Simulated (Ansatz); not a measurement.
Sr (Im-3m, No. 229): a calculation's starting geometry; the starting structure was generated, so it need not be a known form of this composition.

```
CELL_PARAMETERS angstrom
4.80758 0.00000 0.00000
0.00000 4.80758 0.00000
0.00000 0.00000 4.80758
ATOMIC_POSITIONS crystal
Sr 0.00000 0.00000 0.00000
Sr 0.50000 0.50000 0.50000
```

### What will a map of the projected electrostatic potential along [210] show? Computed as the sum of neutral-atom potentials (tabulated electron scattering factors, B = 0.8 Å²) projected along the beam and smoothed by 0.25 Å; brighter is more positive. The display is stretched by a gamma of 0.7; percentages refer to the linear signal.

The columns repeat on a centred rectangular net of 2.15 × 4.81 Å (plane group c2mm). All columns are alike (Sr). The shortest distance between visible columns is 2.15 Å in projection. Along the beam the structure repeats every 10.75 Å.

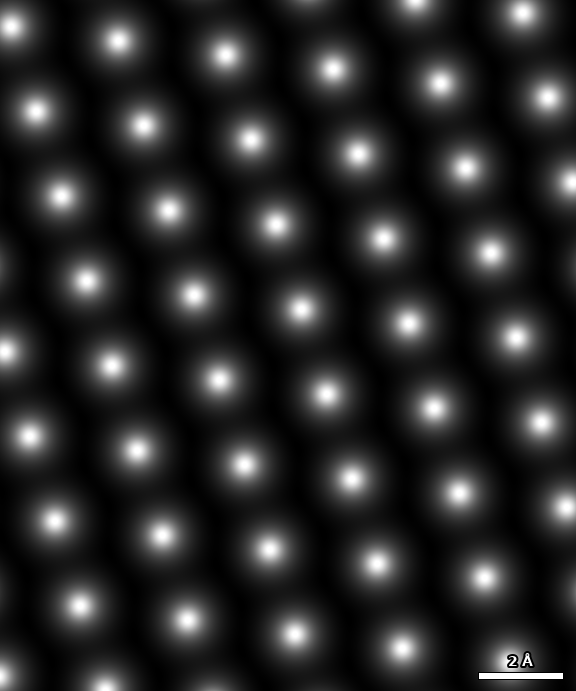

The simulated image.

### What mean inner potential do neutral atoms give for this crystal?

About 11 V (the sum of the forward scattering factors over the cell volume; bonding usually lowers the true value).
